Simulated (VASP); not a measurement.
## GaP: optical spectrum

What does the band structure of GaP give for its optical response? The cell is of the zinc-blende type, one of the forms listed for this formula. The start is a cell from a database of measured crystal structures.

Program: VASP 6.6.1. Level of theory: PBE; plane waves and PAW (Ga_d, P), in the first sound run; inputs show where later runs differ. Results are calculated unless marked as measured.

### 1. Starting point

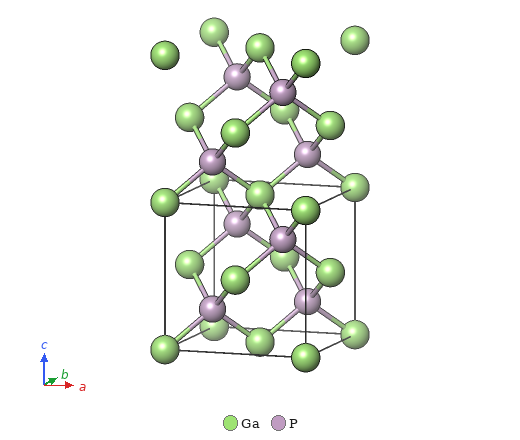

The starting structure, seen slightly off an axis (gallium green, phosphorus pink). 1×1×2 cells are drawn. This picture shows the conventional cell, with its axes. Bonds to atoms that aren't drawn are left out. Some periodic images of atoms are drawn too.

### 2. Ground state

The ground state comes first.

The input, INCAR:

```
SYSTEM = GaP
PREC = Accurate
ENCUT = 400
EDIFF = 1E-07
NELM = 100
ISMEAR = 0
SIGMA = 0.05
LREAL = .FALSE.
ALGO = Normal
GGA = PE
NBANDS = 15
LORBIT = 11
LWAVE = .FALSE.
LCHARG = .FALSE.
KPAR = 4
```

The input, POSCAR:

```
GaP
1.0
    0.0000000000      2.7252500000      2.7252500000
    2.7252500000      0.0000000000      2.7252500000
    2.7252500000      2.7252500000      0.0000000000
Ga P
1 1
Direct
    0.0000000000      0.0000000000      0.0000000000
    0.7500000000      0.7500000000      0.7500000000
```

The input, KPOINTS:

```
Automatic mesh
0
Gamma
7 7 7
0 0 0
```

PAW data sets: Ga_d and P (PBE family, release 64).

The run is started by

```sh
$ mpirun -np 4 vasp_std
```

Log:

```text
[banner, memory and clock lines left out]
running    4 mpi-ranks, on    1 nodes
 distrk:  each k-point on    1 cores,    4 groups
 distr:  one band on    1 cores,    1 groups

 POSCAR found type information on POSCAR GaP
 POSCAR found :  2 types and       2 ions
 LDA part: xc-table for (Slater+PW92), standard interpolation
 POSCAR, INCAR and KPOINTS ok, starting setup
 FFT: planning ... GRIDC
 FFT: planning ... GRID_SOFT
 FFT: planning ... GRID
 WAVECAR not read
 entering main loop
       N       E                     dE             d eps       ncg     rms          rms(c)
DAV:   1     0.727979127763E+02    0.72798E+02   -0.78894E+03   616   0.146E+03
DAV:   2    -0.370159479833E+01   -0.76500E+02   -0.73089E+02   677   0.283E+02
DAV:   3    -0.928529142717E+01   -0.55837E+01   -0.55586E+01   740   0.632E+01
DAV:   4    -0.937949580227E+01   -0.94204E-01   -0.94182E-01   701   0.893E+00
DAV:   5    -0.938146818098E+01   -0.19724E-02   -0.19722E-02   803   0.113E+00    0.425E+00
DAV:   6    -0.913484693819E+01    0.24662E+00   -0.39901E-01   914   0.110E+01    0.280E+00
DAV:   7    -0.910788670644E+01    0.26960E-01   -0.98213E-02   748   0.219E+00    0.113E+00
DAV:   8    -0.910819117586E+01   -0.30447E-03   -0.13997E-02   740   0.152E+00    0.181E-01
DAV:   9    -0.910857329231E+01   -0.38212E-03   -0.13925E-03   735   0.551E-01    0.841E-02
DAV:  10    -0.910864173551E+01   -0.68443E-04   -0.11036E-04   932   0.114E-01    0.406E-02
DAV:  11    -0.910871295085E+01   -0.71215E-04   -0.98740E-05   656   0.868E-02    0.504E-03
DAV:  12    -0.910871263430E+01    0.31655E-06   -0.29389E-06   756   0.237E-02    0.273E-03
DAV:  13    -0.910871297074E+01   -0.33644E-06   -0.91560E-07   712   0.819E-03    0.186E-03
DAV:  14    -0.910871297801E+01   -0.72710E-08   -0.29889E-08   531   0.157E-03
   1 F= -.91087130E+01 E0= -.91087130E+01  d E =-.558622E-11
```

The job ended after 3.2 s (4 MPI ranks of AMD EPYC 9R45, shared host; peak memory 0.52 GiB).

Lines that name or quote the potential files are left out of all logs, and their timing lines are given in words.

Parts of OUTCAR (step 2):

```text
ion  position               nearest neighbor table
   1  0.000  0.000  0.000-   2 2.36   2 2.36   2 2.36   2 2.36
   2  0.750  0.750  0.750-   1 2.36   1 2.36   1 2.36   1 2.36

  LATTYP: Found a face centered cubic cell.
 ALAT       =     5.4505000000

 Subroutine GETGRP returns: Found 24 space group operations
 (whereof 24 operations were pure point group operations)

The static configuration has the point symmetry T_d .

 Found     20 irreducible k-points:

   k-points           NKPTS =     20   k-points in BZ     NKDIM =     20   number of bands    NBANDS=     15

   dimension x,y,z NGX =    28 NGY =   28 NGZ =   28
   dimension x,y,z NGXF=    56 NGYF=   56 NGZF=   56

   ENCUT  =  400.0 eV  29.40 Ry    5.42 a.u.   6.29  6.29  6.29*2*pi/ulx,y,z

   NELECT =      18.0000    total number of electrons

 k-points in reciprocal lattice and weights: Automatic mesh
   0.00000000  0.00000000  0.00000000       0.003
   0.14285714  0.00000000  0.00000000       0.023
   0.28571429  0.00000000  0.00000000       0.023
   0.42857143  0.00000000  0.00000000       0.023
   0.14285714  0.14285714  0.00000000       0.017
   0.28571429  0.14285714  0.00000000       0.070
   0.42857143  0.14285714  0.00000000       0.070
  -0.42857143  0.14285714  0.00000000       0.070
  -0.28571429  0.14285714  0.00000000       0.070
[...]
-0.42857143  0.42857143  0.14285714       0.070
  -0.28571429  0.42857143  0.14285714       0.070

 average (electrostatic) potential at core
       1 -65.3829       2 -83.3998

 E-fermi :   4.8646

 k-point     1 :       0.0000    0.0000    0.0000
  band No.  band energies     occupation
    ...
      5      -9.7994      2.00000
      6      -7.8393      2.00000
      7       4.6548      2.00000
      8       4.6548      2.00000
      9       4.6548      2.00000
     10       6.4781      0.00000
     11       8.5392      0.00000
     12       8.5392      0.00000
     13       8.5392      0.00000
     14      13.4589      0.00000
    ...

 k-point     2 :       0.1429    0.0000    0.0000
  band No.  band energies     occupation
    ...
      5      -9.7996      2.00000
      6      -7.5759      2.00000
      7       2.7016      2.00000
      8       4.3663      2.00000
      9       4.3663      2.00000
     10       7.1015      0.00000
     11       8.9746      0.00000
     12       8.9746      0.00000
     13       9.3477      0.00000
     14      13.7213      0.00000
    ...

 k-point     3 :       0.2857    0.0000    0.0000
  band No.  band energies     occupation
    ...
      5      -9.7975      2.00000
      6      -6.8459      2.00000
      7       0.1805      2.00000
      8       3.8788      2.00000
      9       3.8788      2.00000
     10       6.6893      0.00000
     11       9.4538      0.00000
     12       9.4538      0.00000
     13      11.5756      0.00000
     14      13.8441      0.00000
    ...

  Total        0.5778265      0.5778265      0.5778265     -0.0000000      0.0000000     -0.0000000
  in kB       22.8696227     22.8696227     22.8696227     -0.0000000      0.0000000     -0.0000000
  external PRESSURE =      22.8696227 kB  Pullay stress =       0.0000000 kB

  energy-cutoff  :      400.00
  volume of cell :       40.48
      direct lattice vectors                 reciprocal lattice vectors
     0.000000000  2.725250000  2.725250000    -0.183469406  0.183469406  0.183469406
     2.725250000  0.000000000  2.725250000     0.183469406 -0.183469406  0.183469406
     2.725250000  2.725250000  0.000000000     0.183469406  0.183469406 -0.183469406

 POSITION                                       TOTAL-FORCE (eV/Angst)
 -----------------------------------------------------------------------------------
      0.00000      0.00000      0.00000        -0.000000     -0.000000     -0.000000
      4.08788      4.08788      4.08788         0.000000      0.000000      0.000000
 -----------------------------------------------------------------------------------
    total drift:                               -0.000002     -0.000002     -0.000002

  FREE ENERGIE OF THE ION-ELECTRON SYSTEM (eV)
  ---------------------------------------------------
  free  energy   TOTEN  =        -9.1087129780 eV

  energy  without entropy=       -9.1087129780  energy(sigma->0) =       -9.10871298

 total charge
# of ion       s       p       d       tot
------------------------------------------
    1        0.861   0.850  10.012  11.723
    2        1.020   1.525   0.000   2.546
--------------------------------------------------
tot          1.881   2.375  10.012  14.269

[... 3 further parts left out ...]
```

The gap is read on the k-mesh alone, so it is an upper bound where the band edges lie off the mesh.

Numbers from this step:

| Item | Value |
| --- | --- |
| free energy (TOTEN) | -9.109 eV |
| Fermi energy | 4.865 eV |
| pressure | 2.287 GPa |
| gap on the k-mesh | 1.587 eV |
| least direct gap on the k-mesh | 1.823 eV |

The cell has a gap of 1.59 eV on this mesh and a pressure of +2.3 GPa, which holds the misfit of the given cell and coordinates with this functional, and any error of cutoff, mesh and data sets. Spin-orbit coupling is left out, which can shift or reorder these edges.

### 3. Spectrum

LOPTICS sums the direct transitions; the mesh is finer and NBANDS larger than for the ground state.

INCAR, as its differences from that of step 2:

```diff
@@ -10,4 +10,3 @@
 GGA = PE
-NBANDS = 15
-LORBIT = 11
+NBANDS = 28
 LWAVE = .FALSE.
@@ -15 +14,4 @@
 KPAR = 4
+LOPTICS = .TRUE.
+NEDOS = 2000
+CSHIFT = 0.2
```

POSCAR is that of step 2.

The input, KPOINTS:

```
Automatic mesh
0
Gamma
11 11 11
0 0 0
```

The run is started by

```sh
$ mpirun -np 4 vasp_std
```

Log:

```text
[... set-up lines as in an earlier step ...]
 entering main loop
       N       E                     dE             d eps       ncg     rms          rms(c)
DAV:   1     0.102334924440E+03    0.10233E+03   -0.64690E+03  3932   0.796E+02
DAV:   2     0.173811659822E+01   -0.10060E+03   -0.90677E+02  3444   0.249E+02
DAV:   3    -0.919037306276E+01   -0.10928E+02   -0.10791E+02  3816   0.517E+01
DAV:   4    -0.938395940223E+01   -0.19359E+00   -0.19346E+00  3652   0.722E+00
DAV:   5    -0.938553573668E+01   -0.15763E-02   -0.15762E-02  3828   0.658E-01    0.424E+00
DAV:   6    -0.914096362629E+01    0.24457E+00   -0.16955E-01  4736   0.591E+00    0.283E+00
DAV:   7    -0.911371831548E+01    0.27245E-01   -0.55322E-02  3708   0.112E+00    0.110E+00
DAV:   8    -0.911414666977E+01   -0.42835E-03   -0.99666E-03  3620   0.709E-01    0.224E-01
DAV:   9    -0.911458553415E+01   -0.43886E-03   -0.97293E-04  3548   0.257E-01    0.940E-02
DAV:  10    -0.911463777483E+01   -0.52241E-04   -0.54380E-05  3908   0.507E-02    0.498E-02
DAV:  11    -0.911469842622E+01   -0.60651E-04   -0.49838E-05  3412   0.356E-02    0.421E-03
DAV:  12    -0.911469890497E+01   -0.47875E-06   -0.10349E-06  3980   0.503E-03    0.370E-03
DAV:  13    -0.911469927223E+01   -0.36726E-06   -0.44355E-07  3476   0.255E-03    0.152E-03
DAV:  14    -0.911469922970E+01    0.42531E-07   -0.69486E-09  2560   0.356E-04
   1 F= -.91146992E+01 E0= -.91146992E+01  d E =-.903843E-12
 optical routines
 imaginary and real dielectric function
 recalculating local potential from charge density
 direction            1
 direction            2
 direction            3
```

Wall time 11 s (4 MPI ranks); peak memory 0.74 GiB; 40 s of CPU time.

OUTCAR, selected parts (step 3):

```text
The static configuration has the point symmetry T_d .

 Found     56 irreducible k-points:

   k-points           NKPTS =     56   k-points in BZ     NKDIM =     56   number of bands    NBANDS=     28

   NELECT =      18.0000    total number of electrons

 E-fermi :   4.8640

 k-point     1 :       0.0000    0.0000    0.0000
  band No.  band energies     occupation
    ...
      5      -9.7987      2.00000
      6      -7.8420      2.00000
      7       4.6514      2.00000
      8       4.6514      2.00000
      9       4.6514      2.00000
     10       6.4756      0.00000
     11       8.5382      0.00000
     12       8.5382      0.00000
     13       8.5382      0.00000
     14      13.4569      0.00000
    ...

 k-point     2 :       0.0909    0.0000    0.0000
  band No.  band energies     occupation
    ...
      5      -9.7988      2.00000
      6      -7.7342      2.00000
      7       3.6231      2.00000
      8       4.5219      2.00000
      9       4.5219      2.00000
     10       7.0066      0.00000
     11       8.7376      0.00000
     12       8.7376      0.00000
     13       8.7920      0.00000
     14      13.9812      0.00000
    ...

  Total        0.5767395      0.5767395      0.5767395      0.0000000     -0.0000000     -0.0000000
  in kB       22.8265989     22.8265989     22.8265989      0.0000000     -0.0000000     -0.0000000
  external PRESSURE =      22.8265989 kB  Pullay stress =       0.0000000 kB

 POSITION                                       TOTAL-FORCE (eV/Angst)
 -----------------------------------------------------------------------------------
      0.00000      0.00000      0.00000        -0.000000      0.000000     -0.000000
      4.08788      4.08788      4.08788         0.000000     -0.000000      0.000000
 -----------------------------------------------------------------------------------
    total drift:                               -0.000002     -0.000002     -0.000002

  FREE ENERGIE OF THE ION-ELECTRON SYSTEM (eV)
  ---------------------------------------------------
  free  energy   TOTEN  =        -9.1146992297 eV

  energy  without entropy=       -9.1146992297  energy(sigma->0) =       -9.11469923

 plasma frequency squared (from intraband transitions) (eV^2)
  --------------------------------------------------------------------------------------
       0.000       0.000       0.000
       0.000       0.000       0.000
       0.000      -0.000       0.000

[... 6 parts as in an earlier step ...]

[... 6 further parts left out ...]
```

These are independent-particle spectra without excitons or local fields, and fine structure depends on the mesh and on CSHIFT.

This step gave:

| Item | Value |
| --- | --- |
| free energy (TOTEN) | -9.115 eV |
| Fermi energy | 4.864 eV |
| pressure | 2.283 GPa |
| gap on the k-mesh | 1.605 eV |
| least direct gap on the k-mesh | 1.824 eV |

The imaginary dielectric function, xx has structure finer than the step of the table below, so its rows give means over 1 eV, whole bins alone (the curve runs from 0 to 25.0 eV). Peaks (eV: height): 4.4: 26.7, 5.3: 18.0.

Absorption under the direct gap is the tail of the CSHIFT broadening, and fine structure depends on the mesh. The imaginary dielectric function, xx by photon energy; means over each step:

```tsv
photon energy (eV)	imaginary dielectric function, xx
1	0.348
2	2.05
3	9.11
4	18.4
5	16.4
6	9.07
7	5.29
8	3.09
9	2.18
10	1.54
11	1.02
12	0.735
13	0.521
14	0.367
15	0.304
16	0.235
17	0.240
18	0.238
19	0.228
20	0.212
21	0.168
22	0.132
23	0.127
24	0.114
```

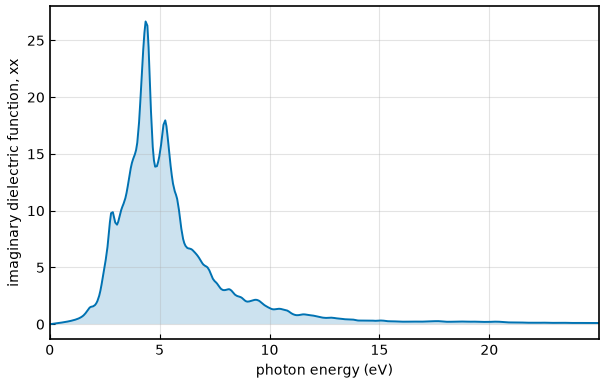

Imaginary dielectric function, xx against photon energy.

Real dielectric function, xx against photon energy:

```tsv
photon energy (eV)	real dielectric function, xx
0.0	11.0
2.5	17.2
5.0	0.974
7.5	-4.23
10.0	-2.12
12.5	-0.933
15.0	-0.233
17.5	0.153
20.0	0.327
22.5	0.452
```

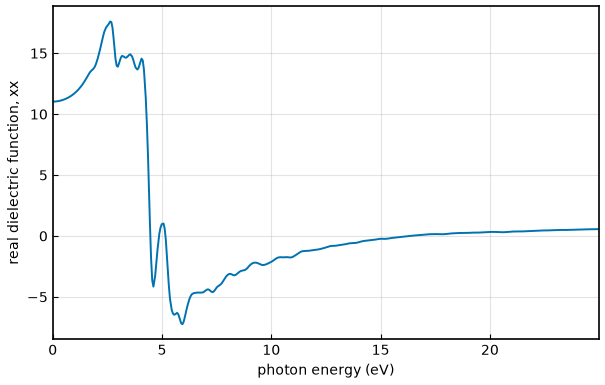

Real dielectric function, xx, plotted against photon energy.

[end of part 1 of 3]

[Lines on the potential files, build, host, timing and source positions are cut from VASP's logs without a mark.]

[Logs are printed without paths, hosts, clocks, repeated set-up lines and the standing remarks that a program may print on its own settings, such as how far it seeks lower states.]

[Hosts, paths, dates, database ids (printed as entryN), source tags and the programs' standing remarks are cut or masked in the printed files.]
